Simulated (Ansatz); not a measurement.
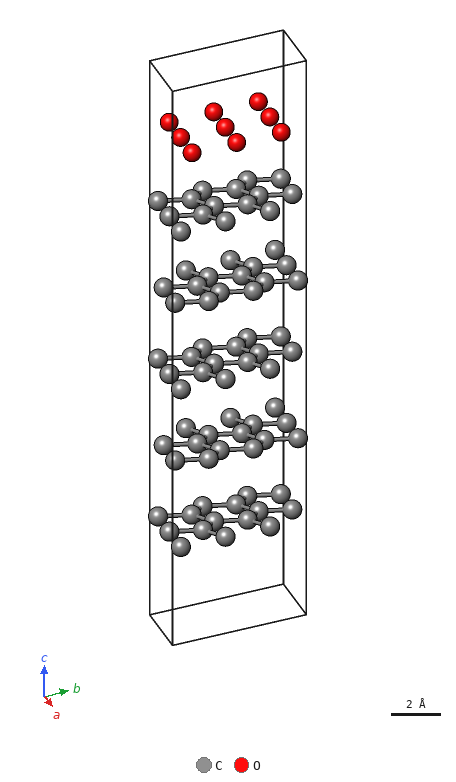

Figure 1. The structure (ball-and-stick view of the 2 × 3 repeat of the cell, with the vacuum cut short, seen slightly off an axis). An atom can appear more than once, as a periodic image.

## C10O: single-point calculation

- system: C10O (slab, 11 atoms in the cell)
- method: DFT, PBE, dispersion d3bj, plane waves, PAW (Ansatz 0.2.0)

The structure derives from a Materials Project entry.

Input file
```yaml
crystal:
  lattice:
    - [2.4655379958, 0.0, 0.0]
    - [-1.2327689979, 2.1341461202, 0.0]
    - [0.0, 0.0, 32.5979677131]
  atoms:
    - { symbol: C, position: [0.0833101794, 0.1666203587, 0.2607524516] }
    - { symbol: C, position: [0.4166898207, 0.8333796413, 0.2607524516] }
    - { symbol: C, position: [0.5833101794, 0.1666203587, 0.3650391123] }
    - { symbol: C, position: [0.9166898206, 0.8333796413, 0.3650391123] }
    - { symbol: C, position: [0.0833101794, 0.1666203587, 0.469323241] }
    - { symbol: C, position: [0.4166898207, 0.8333796413, 0.469323241] }
    - { symbol: C, position: [0.5833101794, 0.1666203587, 0.5736099016] }
    - { symbol: C, position: [0.9166898206, 0.8333796413, 0.5736099016] }
    - { symbol: C, position: [0.0833101794, 0.1666203587, 0.6778940303] }
    - { symbol: C, position: [0.4166898207, 0.8333796413, 0.6778940303] }
    - { symbol: O, position: [0.0833101794, 0.4166203587, 0.7787092417] }
basis:
  ecutwfc: 420
  ecutrho_ratio: 0
kpoints:
  mp_grid: { grid: [12, 12, 1] }
hamiltonian:
  xc: pbe
  dispersion: d3bj
scf:
  occupations: { method: gaussian, width: 0.1 }
  max_iter: 60
output:
  forces: true
  eigenvalues: true
  stress: true
efield:
  axis: 3
  dipole_correction: true
  ramp_width: 0.04
```

Machine: 2 threads of AMD EPYC (Zen 5), 32 GiB of memory available, shared host.

Run as:
```bash
ansatz run input.yaml --threads 2 --pin off --max-ram 5120MiB --backend cpu --events-out ev --progress --plain --runs-dir out
```

Log
```
Error: invalid value for `basis.ecutrho_ratio`: must be in [1, 1024]; got 0
```

What the run reported

| quantity | value |
| --- | --- |
| outcome | refused by the program |

What went wrong

A setting was made wrong on purpose: a density cutoff under the waves' (`basis.ecutrho_ratio`). The density grid cannot represent the products of the waves. The program refused the input: “invalid value for `basis.ecutrho_ratio`: must be in [1, 1024]; got 0”
